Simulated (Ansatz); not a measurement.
# Geometry relaxation of Pd

- system: Pd (1 atom in the cell)
- method: DFT PBE, scalar-relativistic, plane waves, PAW, no spin polarisation (Ansatz 0.2.0)

The structure derives from an entry of the Crystallography Open Database. Figures and captions count atoms from 1; the log counts them from 0 in places.

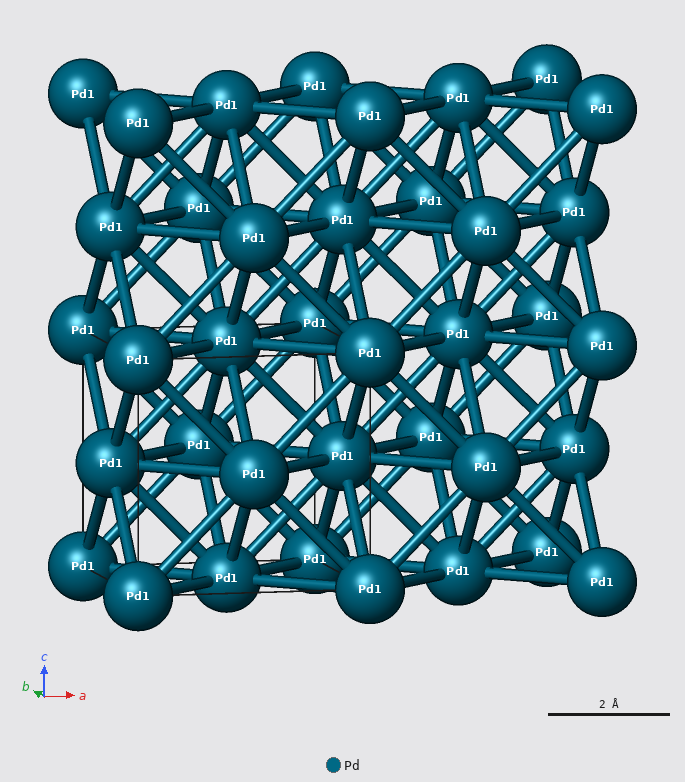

Fig. 1: The input geometry (ball-and-stick view of the cell 4 times as large as that of the calculation, set on its symmetry axes, repeated 2 × 1 × 2, seen slightly off an axis; atoms are numbered from 1 in the order of the input). Near neighbours in the crystal (not all of them lie inside the picture): Pd has 12 Pd at 2.79 Å.

### Results in brief

- outcome: converged
- space group (tolerance 0.01 Å): Fm-3m (225)
- electrons treated: 18
- free energy: −6972.8578 eV
- Fermi energy: 18.828 eV
- gap on the k-point mesh: none (metallic)
- pressure: −0.01 GPa
- final volume: 15.32 Å³
- largest force (length of the vector) at the end: under 0.001 eV/Å
- final cell: a = 2.788 Å, b = 2.788 Å, c = 2.788 Å, α = 60.00°, β = 60.00°, γ = 60.00°
- hardware: 8 threads of AMD EPYC (Zen 5), 64 GiB of memory available, shared host
- wall time: 0.89 s (CPU time 4.8 s)
- peak memory: 0.41 GiB

### Input file
```yaml
crystal:
  lattice:
    - [0.0, 1.9762093438, 1.9762093438]
    - [1.9762093438, 0.0, 1.9762093438]
    - [1.9762093438, 1.9762093438, 0.0]
  atoms:
    - { symbol: Pd, position: [0.0, 0.0, 0.0] }
basis:
  ecutwfc: 420
kpoints:
  mp_grid: { grid: [18, 18, 18] }
hamiltonian:
  xc: pbe
scf:
  occupations: { method: gaussian, width: 0.1 }
output:
  forces: true
  stress: true
  eigenvalues: true
  write_density: true
  write_potential: true
  elf: true
  volumetric_format: npy
relax:
  adjacent_minimum: "off"
  f_tol: 0.005
  max_steps: 80
  cell: { stress_tol: 0.05 }
```

Launched with:
```bash
ansatz run input.yaml --threads 8 --pin off --max-ram 20480MiB --backend cpu --events-out ev --progress --plain --runs-dir out
```

### Log
```
Engine: ansatz 0.2.0, x86_64-unknown-linux-gnu
Pseudopotentials: kind: paw
Pseudopotential: Pd, paw, valence charge 18, recommended cutoff 420 eV (normal), Pd.paw.azcp
Functional definition: PBE
  parameter kappa = 0.804
  parameter beta = 0.06672455060314922
  exchange = pbe_x(kappa = kappa, mu = beta*pi^2/3)
  correlation = pbe_c(beta = beta)
Crystal: 1 atoms, lattice volume = 15.436 Å³
Basis set: ecut = 420 eV, 307 PW (Γ), exchange–correlation on 40×40×40 points (8 copies of the dense FFT grid, shifted against one another)
Bands: 13, of which v1, the nominal top of the filled ones, is band 9 counted from 1 (8 counted from 0)
Symmetry: 48 space group operations
Space group: Fm-3m (ITA 225), of the structure as read, at distance tolerance 2.5e-5 Å
k-points: 195 of 5832
Non-local potential: Pd, projectors of the file, l = 0: 2, l = 1: 2, l = 2: 2, l = 3: 1
PAW form: soft (Blöchl's): semilocal exchange-correlation on the pseudo side does not see the compensation charge
PAW one-centre angular grid: Pd, 590 points (default); XC on 64 Gauss nodes
Initial density: superposition of atomic densities (neutral atoms: chi_scale 0, normalization atom), corrected by the library's trained network
Initial wavefunctions: pseudopotential atomic-orbital guess
Functional: x = pbe(κ = 0.804, μ = 0.2195149727645171), c = pbe(β = 0.06672455060314922)
SCF iter   1: F=—  HF=-6972.857335 eV  |F-HF|=—  |Δ(HF+E_count)|=         —  Δρ=4.68e-3  dr2=1.20e-3  ethr=1.77e-3  ⟨swp⟩=5.0  Hψ=14681  notcnv=0
preconditioner: auto → none  [metal: Δε(μ)=0.007 eV  Ē_g=13.792 eV  σ=0.100 eV  W_gap=0.04  n_scr=8 (ndim 8)  ℏωp=29.9 eV  f_vac=0.000  D(μ)=2.45/eV (n_scr^D=50)  sad-step TF]
SCF iter   2: F=—  HF=-6972.857163 eV  |F-HF|=—  |Δ(HF+E_count)|=   1.72e-4  Δρ=2.28e-3  dr2=1.74e-4  ethr=6.64e-6  ⟨swp⟩=1.2  Hψ=4144  notcnv=0
SCF iter   3: F=—  HF=-6972.857266 eV  |F-HF|=—  |Δ(HF+E_count)|=   1.02e-4  Δρ=6.33e-4  dr2=4.58e-5  ethr=9.67e-7  ⟨swp⟩=1.0  Hψ=2535  notcnv=0
SCF iter   4: F=—  HF=-6972.857261 eV  |F-HF|=—  |Δ(HF+E_count)|=   4.67e-6  Δρ=9.07e-5  dr2=4.02e-7  ethr=2.54e-7  ⟨swp⟩=2.1  Hψ=3388  notcnv=0
iter 5 did not close the SCF: its close was put off for the readings that it lacked (scf_convergence_deferred on its scf_iter line)
SCF iter   5: F=-6972.857261 eV  HF=-6972.857261 eV  |F-HF|=2.90e-8  |Δ(HF+E_count)|=   4.73e-7  Δρ=2.67e-5  dr2=6.38e-8  ethr=2.23e-9  ⟨swp⟩=2.8  Hψ=4590  notcnv=0
SCF iter   6: F=-6972.857261 eV  HF=-6972.857261 eV  |F-HF|=3.09e-9  |Δ(HF+E_count)|=   1.41e-8  Δρ=7.73e-6  dr2=5.79e-9  ethr=3.54e-10  ⟨swp⟩=5.0  Hψ=12037  notcnv=0
SCF 1 converged in 6 iterations: F = -6972.857261 eV  dr2 = 5.79e-9
  greatest PAW one-centre occupation: 0.999 electrons in one spin orbital (limit 2), on the Pd atom at site 0 (counted from 0), in its partial waves of l = 0
relax step   1: F+E_penalty+E_count = -6972.85726132 eV  Δ(F+E_penalty+E_count) = +0.000e0 eV  max|allowed force component| = 0.000e0 eV/Å  Δτ_max = 0.0000 Å  P = -1.288 GPa  Ω = 15.436 Å³  (6 SCF iters, dr2 threshold 1.00e-7 eV, accepted)
Crystal: 1 atoms, lattice volume = 15.221 Å³
Initial density: handed on by an earlier stage of this run
Initial wavefunctions: those handed on with the density
iter 1 solved again at ethr=1.38e-6 eV; its pass at ethr=3.10e-3 eV (dr2=2.49e-4 eV) is discarded
SCF iter   1: F=—  HF=-6972.857582 eV  |F-HF|=—  |Δ(HF+E_count)|=         —  Δρ=1.40e-3  dr2=2.81e-4  ethr=1.38e-6  ⟨swp⟩=2.1  Hψ=17069  notcnv=0
preconditioner: auto → none  [metal: Δε(μ)=0.008 eV  Ē_g=13.918 eV  σ=0.100 eV  W_gap=0.04  n_scr=8 (ndim 8)  ℏωp=30.1 eV  f_vac=0.000  D(μ)=2.42/eV (n_scr^D=50)]
SCF iter   2: F=—  HF=-6972.857541 eV  |F-HF|=—  |Δ(HF+E_count)|=   4.08e-5  Δρ=8.73e-4  dr2=5.48e-5  ethr=1.38e-6  ⟨swp⟩=2.0  Hψ=3479  notcnv=0
SCF iter   3: F=—  HF=-6972.857526 eV  |F-HF|=—  |Δ(HF+E_count)|=   1.50e-5  Δρ=3.27e-4  dr2=8.25e-6  ethr=3.05e-7  ⟨swp⟩=2.3  Hψ=3742  notcnv=0
SCF iter   4: F=—  HF=-6972.857526 eV  |F-HF|=—  |Δ(HF+E_count)|=   4.52e-8  Δρ=7.01e-5  dr2=3.59e-7  ethr=4.59e-8  ⟨swp⟩=1.0  Hψ=2535  notcnv=0
SCF iter   5: F=-6972.857526 eV  HF=-6972.857526 eV  |F-HF|=1.10e-9  |Δ(HF+E_count)|=   5.68e-8  Δρ=7.89e-6  dr2=3.67e-9  ethr=5.56e-10  ⟨swp⟩=6.4  Hψ=11617  notcnv=0
SCF 2 converged in 5 iterations: F = -6972.857526 eV  dr2 = 3.67e-9
relax step   2: F+E_penalty+E_count = -6972.85752583 eV  Δ(F+E_penalty+E_count) = -2.645e-4 eV  max|allowed force component| = 0.000e0 eV/Å  Δτ_max = 0.0000 Å  P = +1.057 GPa  Ω = 15.221 Å³  energy of the carried Pulay correction = +8.564e-5 eV  (5 SCF iters, dr2 threshold 1.00e-7 eV, accepted)
Crystal: 1 atoms, lattice volume = 15.317 Å³
iter 1 solved again at ethr=2.39e-7 eV; its pass at ethr=3.10e-3 eV (dr2=4.30e-5 eV) is discarded
SCF iter   1: F=—  HF=-6972.857807 eV  |F-HF|=—  |Δ(HF+E_count)|=         —  Δρ=6.18e-4  dr2=5.54e-5  ethr=2.39e-7  ⟨swp⟩=2.1  Hψ=16392  notcnv=0
preconditioner: auto → none  [metal: Δε(μ)=0.007 eV  Ē_g=13.862 eV  σ=0.100 eV  W_gap=0.04  n_scr=8 (ndim 8)  ℏωp=30.0 eV  f_vac=0.000  D(μ)=2.44/eV (n_scr^D=50)]
SCF iter   2: F=—  HF=-6972.857799 eV  |F-HF|=—  |Δ(HF+E_count)|=   8.00e-6  Δρ=3.88e-4  dr2=1.10e-5  ethr=2.39e-7  ⟨swp⟩=2.0  Hψ=3491  notcnv=0
SCF iter   3: F=—  HF=-6972.857797 eV  |F-HF|=—  |Δ(HF+E_count)|=   2.53e-6  Δρ=1.45e-4  dr2=1.64e-6  ethr=6.12e-8  ⟨swp⟩=2.3  Hψ=3747  notcnv=0
SCF iter   4: F=-6972.857797 eV  HF=-6972.857797 eV  |F-HF|=4.86e-9  |Δ(HF+E_count)|=   1.17e-8  Δρ=3.07e-5  dr2=6.89e-8  ethr=5.56e-10  ⟨swp⟩=5.8  Hψ=13072  notcnv=0
SCF 3 converged in 4 iterations: F = -6972.857797 eV  dr2 = 6.89e-8
relax step   3: F+E_penalty+E_count = -6972.85779681 eV  Δ(F+E_penalty+E_count) = -2.710e-4 eV  max|allowed force component| = 0.000e0 eV/Å  Δτ_max = 0.0000 Å  P = -0.020 GPa  Ω = 15.317 Å³  energy of the carried Pulay correction = +4.718e-5 eV  (4 SCF iters, dr2 threshold 1.00e-7 eV, accepted)
Initial wavefunctions: pseudopotential atomic-orbital guess (no wavefunctions were taken with the density)
iter 1 solved again at ethr=1.66e-8 eV; its pass at ethr=3.10e-3 eV (dr2=2.98e-6 eV) is discarded
SCF iter   1: F=—  HF=-6972.857752 eV  |F-HF|=—  |Δ(HF+E_count)|=         —  Δρ=3.17e-5  dr2=6.53e-8  ethr=1.66e-8  ⟨swp⟩=2.5  Hψ=20621  notcnv=0
preconditioner: auto → none  [metal: Δε(μ)=0.007 eV  Ē_g=13.860 eV  σ=0.100 eV  W_gap=0.04  n_scr=8 (ndim 8)  ℏωp=30.0 eV  f_vac=0.000  D(μ)=2.44/eV (n_scr^D=50)]
SCF iter   2: F=—  HF=-6972.857751 eV  |F-HF|=—  |Δ(HF+E_count)|=   1.28e-6  Δρ=1.97e-5  dr2=1.80e-8  ethr=3.63e-10  ⟨swp⟩=2.1  Hψ=3433  notcnv=0
SCF iter   3: F=—  HF=-6972.857751 eV  |F-HF|=—  |Δ(HF+E_count)|=   9.69e-9  Δρ=7.77e-6  dr2=6.41e-9  ethr=9.98e-11  ⟨swp⟩=2.3  Hψ=3791  notcnv=0
SCF iter   4: F=-6972.857751 eV  HF=-6972.857751 eV  |F-HF|=3.64e-12  |Δ(HF+E_count)|=  7.92e-10  Δρ=2.99e-7  dr2=5.22e-12  ethr=1.00e-12  ⟨swp⟩=4.7  Hψ=12045  notcnv=0
SCF 4 converged in 4 iterations: F = -6972.857751 eV  dr2 = 5.22e-12
relax step   4: F+E_penalty+E_count = -6972.85775079 eV  Δ(F+E_penalty+E_count) = +4.602e-5 eV  max|allowed force component| = 0.000e0 eV/Å  Δτ_max = 0.0000 Å  P = -0.014 GPa  Ω = 15.317 Å³  stress off target by 1.42e-2 GPa  SCF on the basis re-selected at this cell (its energy is not comparable with the rows above)  (4 SCF iters)
```

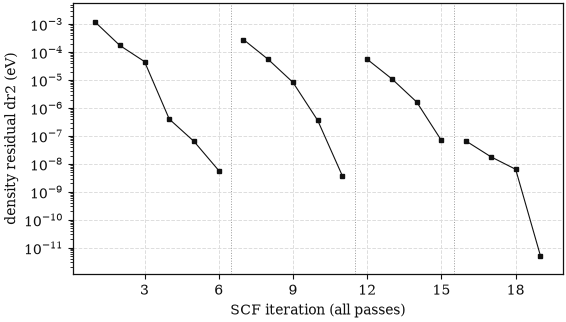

Fig. 2: Convergence of the self-consistent field: density residual dr2 against the SCF iteration. The dotted lines part the SCF passes of the relaxation: geometry steps, rejected trials and re-solves on a re-selected basis. The passes take 6, 5, 4 and 4 iterations.

```
basis re-selected at this cell: Δ(F+E_penalty+E_count) = +4.602e-5 eV, ΔP = +0.005 GPa vs the last step (what re-selecting the basis moved, of the pressure what is left beyond the Pulay correction that the steps carried, after the strain that the cell walked since its last selection, with what the two solves' SCF thresholds leave and, on support functions, any second-order correction that the steps lacked; it is no measure of the basis error at this ecutwfc). This SCF's stress stands 1.42e-2 GPa from its target on what of the cell is left free (relax.cell.stress_tol is 5.00e-2 GPa) and its largest allowed force component is 0.00e0 eV/Å (relax.f_tol is 5.00e-3 eV/Å): within both
SCF converged after 4 iterations
Free energy (F): -6972.857751 eV
Harris-Foulkes:  -6972.857751 eV  (|F-HF|=3.64e-12)
Internal energy: -6972.845543 eV  (E = F + TS)
E sigma→0 (E₀):  -6972.851647 eV
Entropy (-TS):   -0.012208 eV (-12.208 meV/atom)
Fermi energy:    18.828468 eV
--- Per-component energies (eV) ---
  E_band       = -151.781105
  E_kinetic    = 513.130337
  E_local      = -1801.614816  (includes V_loc(G=0)·N_el)
  E_nonlocal   = 217.195367
  E_hartree    = 730.107230
  E_xc         = -168.480493
  E_vxc        = -211.359506  (∫ρ·V_xc dr)
  E_paw        = -3750.191418  (= ΣΔE_a)
  E_vpaw       = -329.347077  (= ΣTr[D̂ρ^β])
  E_aug_tail   = 0.000199  (compensation charges beyond the density's cutoff)
  E_ewald      = -2712.991950
  E_smearing   = -0.012208  (= −TS)
  E_closure    = 0.000000  (closes the sum)
  Σ components = -6972.857751   (vs F -6972.857751, Δ=0.00e0)
--- Forces (eV/Å), atoms counted from 1 ---
  atom   1  Pd    -0.00000000     0.00000000     0.00000000
  max |Σ_I F_I| component: 6.57e-32 eV/Å
--- Stress (GPa, compression-positive) ---
       -0.014179      -0.000000      -0.000000
       -0.000000      -0.014179      -0.000000
       -0.000000      -0.000000      -0.014179
  P = ⅓ Tr σ = -0.0142 GPa (-0.142 kbar)
--- Band table (eV; the first three rows and the last of 195) ---
  k-point 0: bands = ["-65.1827", "-30.7102", "-30.7102", "-30.7102", "11.9638", "16.1549", "16.1549", "16.1549", "17.6710", "17.6710", "35.8304", "40.3393", "40.3393"]
  k-point 1: bands = ["-65.1813", "-30.7212", "-30.7118", "-30.7118", "12.0730", "16.1174", "16.1921", "16.1921", "17.6534", "17.6534", "35.9397", "39.6139", "40.4575"]
  k-point 2: bands = ["-65.1773", "-30.7528", "-30.7163", "-30.7163", "12.3887", "16.0237", "16.2891", "16.2891", "17.6167", "17.6167", "36.1651", "38.1330", "40.7953"]
  k-point 194: bands = ["-65.1217", "-30.9656", "-30.9301", "-30.8474", "14.7151", "15.3090", "16.0133", "17.6377", "19.1021", "26.7920", "28.2455", "28.8777", "30.1813"]
--- Relaxed structure (3 steps of the walk, 3 accepted, 1 SCFs on fresh bases) ---
  F+E_penalty+E_count = -6972.85775079 eV   max|allowed force component| = 0.000e0 eV/Å   (the final SCF, on the basis selected at the relaxed cell)
  cell:  # Å, volume = 15.3170 Å³
    - [4.840603431250811e-34, 1.971126918567365, 1.971126918567365]
    - [1.971126918567365, 9.175650418612763e-35, 1.971126918567365]
    - [1.971126918567365, 1.971126918567365, -1.5604576850742744e-34]
  atoms:
    - { symbol: Pd, position: [0.0, 0.0, 0.0] }
```

### Trajectory as extended XYZ (Å, eV, eV/Å), 4 frames, from step=1 to step=4
```
1
Lattice="0.0000 1.9762 1.9762 1.9762 0.0000 1.9762 1.9762 1.9762 0.0000" Properties=species:S:1:pos:R:3:forces:R:3 step=1 energy=-6972.85726 pressure_GPa=-1.29
Pd    0.0000    0.0000    0.0000    0.0000   0.0000   0.0000
1
Lattice="0.0000 1.9670 1.9670 1.9670 0.0000 1.9670 1.9670 1.9670 0.0000" Properties=species:S:1:pos:R:3:forces:R:3 step=2 energy=-6972.85753 pressure_GPa=1.06
Pd    0.0000    0.0000    0.0000    0.0000   0.0000   0.0000
1
Lattice="0.0000 1.9711 1.9711 1.9711 0.0000 1.9711 1.9711 1.9711 0.0000" Properties=species:S:1:pos:R:3:forces:R:3 step=3 energy=-6972.85780 pressure_GPa=-0.02
Pd    0.0000    0.0000    0.0000    0.0000   0.0000   0.0000
1
Lattice="0.0000 1.9711 1.9711 1.9711 0.0000 1.9711 1.9711 1.9711 0.0000" Properties=species:S:1:pos:R:3:forces:R:3 step=4 energy=-6972.85775 pressure_GPa=-0.01
Pd    0.0000    0.0000    0.0000    0.0000   0.0000   0.0000
```

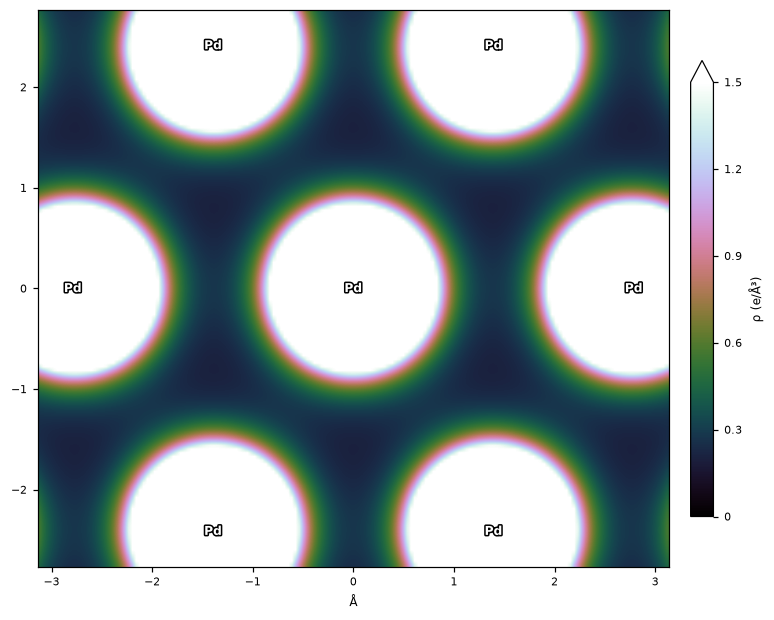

Fig. 3: Valence electron density on the (111) plane of the conventional cell. The section cuts through Pd sites. Pd–Pd (2.79 Å): ρ at the midpoint is about 0.28 e/Å³. Away from the nuclei the density in this plane falls to 0.2 e/Å³ at its lowest. In a PAW calculation such maps are meaningful between the atoms, not at the nuclei.
